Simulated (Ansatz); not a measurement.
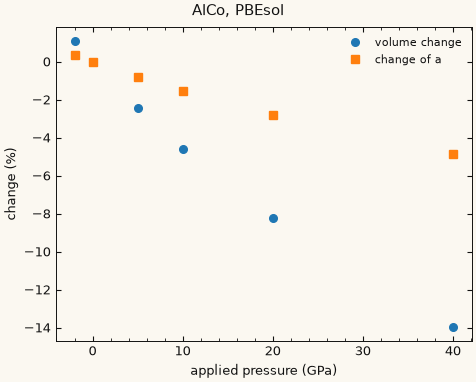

The plot gives the computed volume change and change of a against applied pressure for AlCo, space group Pm-3m (No. 221).

Cell as given: a = 2.823 Å, b = 2.823 Å, c = 2.823 Å, α = 90.00°, β = 90.00°, γ = 90.00°; 2 atoms.

Method: volume, enthalpy and cell of a crystal along a series of hydrostatic pressures at zero temperature, keeping its symmetry; changes are against the given cell; the k mesh follows the cell and the gap; plane waves with PAW datasets, Γ-centred k mesh (Ansatz 0.2.0). Level: PBEsol, no spin polarisation.

wave cutoff 420 eV; occupations Gaussian; k mesh at zero pressure 14×14×14; smearing width at zero pressure 0.1 eV.

The change of b equals the change of a; the change of c equals the change of a.

The point at applied pressure 2 GPa is left out of the plot. What does the calculation give there?

```json
{"applied pressure (GPa)": "2", "volume change (%)": "-1.01", "change of a (%)": "-0.34"}
```

Limits of the calculation: no spin polarisation, a magnetic state may lie lower.
